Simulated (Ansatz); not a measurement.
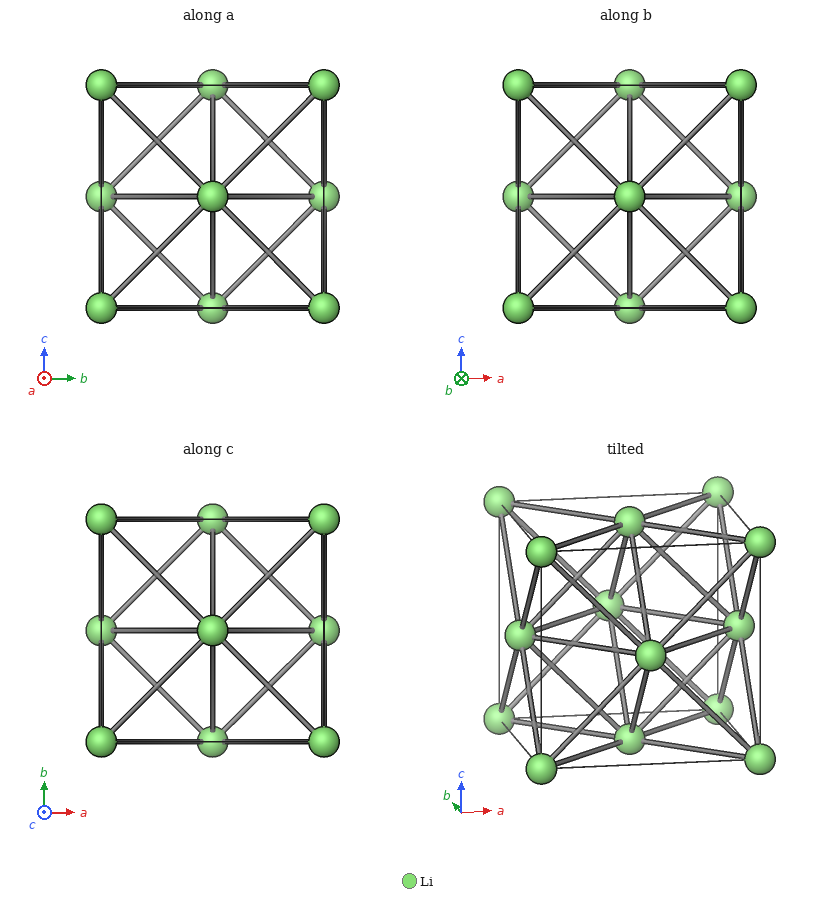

The image is a ball-and-stick drawing of a crystal, viewed along the a axis, along the b axis, along the c axis and slightly off an axis. The box is the drawn cell (a repeat of the simulation cell); atoms on or close to its faces, edges and corners are drawn wherever they repeat.

Lattice parameters: a = 4.328 Å, b = 4.325 Å, c = 4.333 Å, α = 90.00°, β = 90.00°, γ = 90.00°. Put a along x and b in the xy plane.

### From the views, write a POSCAR file.

```
Li
1.0
     4.328    0.000    0.000
     0.000    4.325    0.000
     0.000    0.000    4.333
Li
4
Direct
  0.0000 0.0000 0.0000
  0.5000 0.5000 0.0000
  0.0000 0.5000 0.5000
  0.5000 0.0000 0.5000
```

Origin of the cell: a structure type filled with this element by a generator (whether the element takes this form wasn't checked). Earlier steps of the study may have refined or changed the cell and positions. It was run through Ansatz as a DFT input.
